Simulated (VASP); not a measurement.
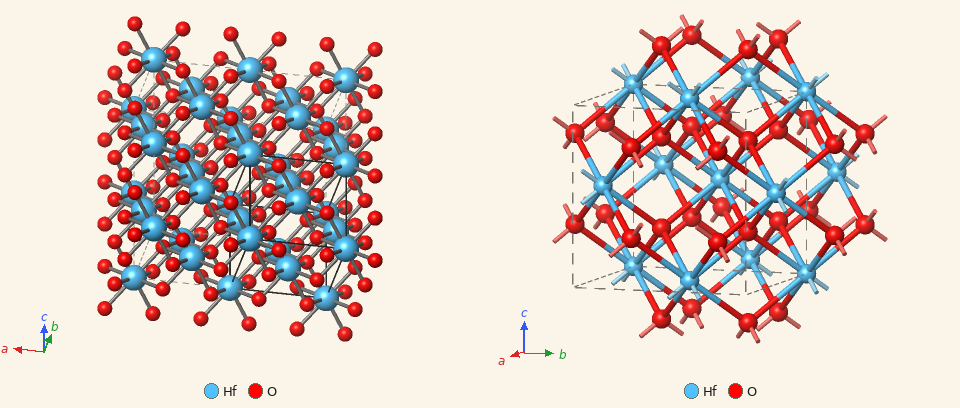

Left: the structure. Right: its underlying net. Nodes are coloured by element. Short stubs are edges that leave the cut-out.

System HfO2 (space group Fm-3m, No. 225); source of the atomic positions: an entry of the Crystallography Open Database, as set up for an electronic-structure calculation.

Bonds are taken as Hf–O below 2.5 Å; no other contact counts. The graph is simplified in the usual way: terminal and isolated atoms are pruned, two-connected atoms become edges.

The result is a binodal (4,8)-connected, three-periodic net: O is a 4-connected node; Hf is an 8-connected node, in the ratio 2:1. It is the flu net, known from fluorite. It is a single net, without interpenetration.

```
node  links  point symbol      coordination sequence
   O      4            4⁶  4 22 24 82 64 182 124 322
  Hf      8    4¹²·6¹²·8⁴  8 12 48 42 128 92 248 162
```
